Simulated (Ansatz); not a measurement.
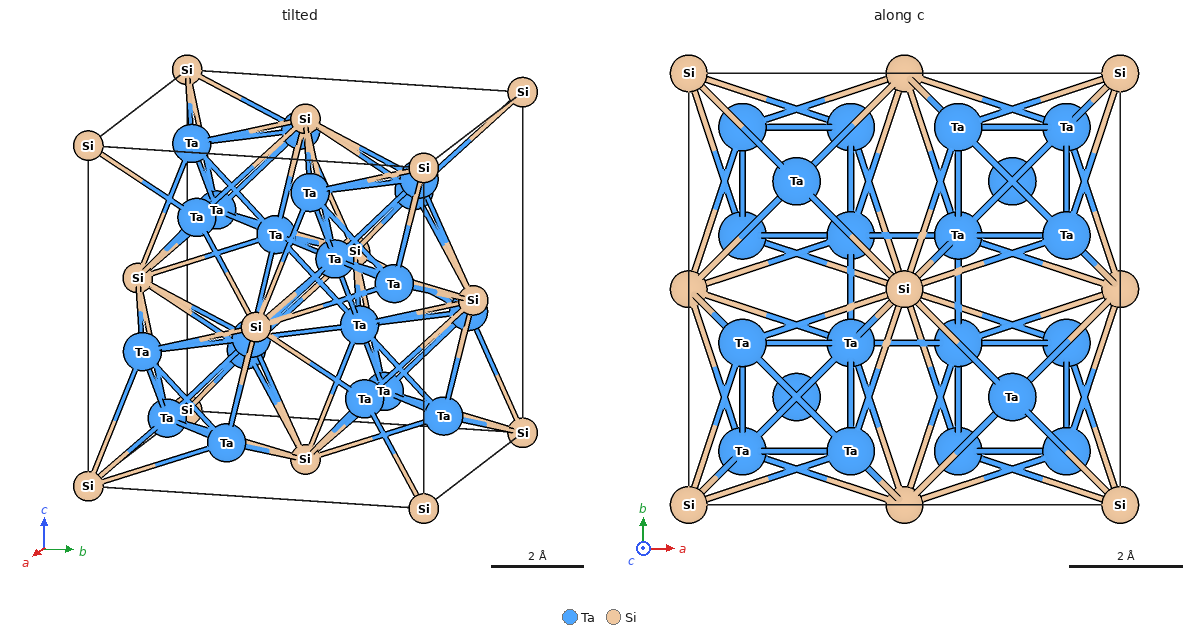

The figure gives a ball-and-stick picture of the atoms, viewed slightly off an axis and along the c axis. The conventional unit cell is drawn as a box. Cell: a = 7.64 Å, b = 7.64 Å, c = 7.64 Å, α = 90.00°, β = 90.00°, γ = 90.00°.

Starting structure: a structure type filled with these elements by a generator (whether the compound takes this form wasn't checked). Earlier steps of the study, as a rule a relaxation of our own, may have changed the cell and positions, so they can lie some per cent off the listed ones. A calculation with Ansatz used it as input.

**What can be read from this drawing?**

It has the composition Ta5Si. The symmetry is that of F-43m (No. 216), on a face-centred cubic lattice. Content of the cell: 20 Ta, 4 Si (Z = 4). Each Si has 16 Ta at about 3.2 to 3.3 Å. Not all metal-metal contacts are counted. The bonds build a three-dimensional framework.

Calculation details: DFT PBE, scalar-relativistic, plane waves, PAW (Ansatz); a basis cut at 420 eV, k-points about 0.18 Å⁻¹ apart, Gaussian smearing of 0.1 eV, no spin polarisation.

**Does it come out as a metal, or with a gap?**

A metal: bands cross the Fermi level.

**How are the electrons shared out in a Bader analysis?**

Ta 0.00 to +0.47 e; Si -0.48 e.

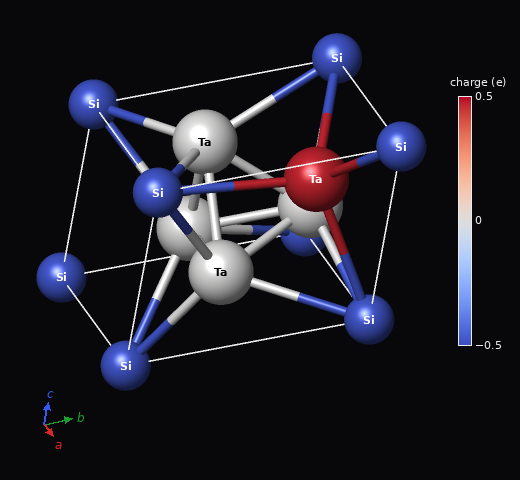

The atoms coloured by those charges. The run's cell of 6 atoms is drawn, so axes and origin can differ from the first picture.

**Is the structure relaxed at this level of theory?**

Yes. All forces vanish to within 0.01 eV/Å. The pressure is 0.0 GPa, close to zero.
